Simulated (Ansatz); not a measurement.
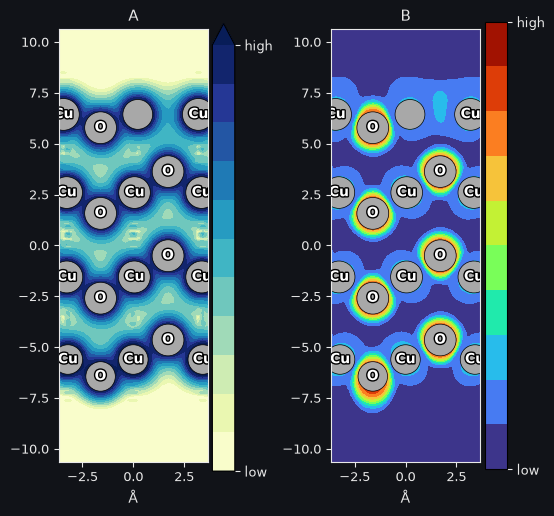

CuO (slab): 2 fields on the (110) plane of the calculation cell, a cut from vacuum to vacuum, with unlabelled colour scales. Grey discs cover the atomic cores.

Computed without spin polarisation.

Computed with Ansatz 0.2.0, DFT PBE, scalar-relativistic, plane waves, PAW.

```
CELL_PARAMETERS angstrom
4.17925 0.00000 0.00000
0.00020 5.15133 0.00000
0.00000 0.00000 28.52297
ATOMIC_POSITIONS crystal
O 0.00575 0.25185 0.27344
O 0.00575 0.75185 0.27344
Cu 0.23709 0.00185 0.30260
Cu 0.77441 0.50185 0.30260
O 0.50575 0.25185 0.33626
O 0.50575 0.75185 0.33626
Cu 0.75817 0.00185 0.37177
Cu 0.25333 0.50185 0.37177
O 0.00575 0.25185 0.40833
O 0.00575 0.75185 0.40833
Cu 0.25630 0.00185 0.44486
Cu 0.75520 0.50185 0.44486
O 0.50575 0.25185 0.48146
O 0.50575 0.75185 0.48146
Cu 0.75582 0.00185 0.51784
Cu 0.25568 0.50185 0.51784
O 0.00575 0.25185 0.55446
O 0.00575 0.75185 0.55446
Cu 0.25912 0.00185 0.59034
Cu 0.75238 0.50185 0.59034
O 0.50575 0.25185 0.62645
O 0.50575 0.75185 0.62645
Cu 0.75840 0.00185 0.66515
Cu 0.25310 0.50185 0.66515
O 0.00575 0.25185 0.70205
O 0.00575 0.75185 0.70205
Cu 0.32021 0.00184 0.72499
Cu 0.69129 0.50186 0.72499
```

Which field does each panel show? The fields are: electron localisation function and valence pseudo-density.

Answer. Panel A: valence pseudo-density. Panel B: electron localisation function. From the grid: Cu–O (1.81 Å): ρ is about 0.93 e/Å³ halfway; the ELF peaks at about 0.80 in the valence shell of O, 0.6 Å from its nucleus, and is about 0.30 at the midpoint: no localised pair shows between them. Cu–O (1.94 Å): the density is about 0.66 e/Å³ at the midpoint; the ELF peaks at about 0.85 in the valence shell of O, 0.6 Å from its nucleus, and is about 0.20 at the midpoint: no localised pair shows between them.
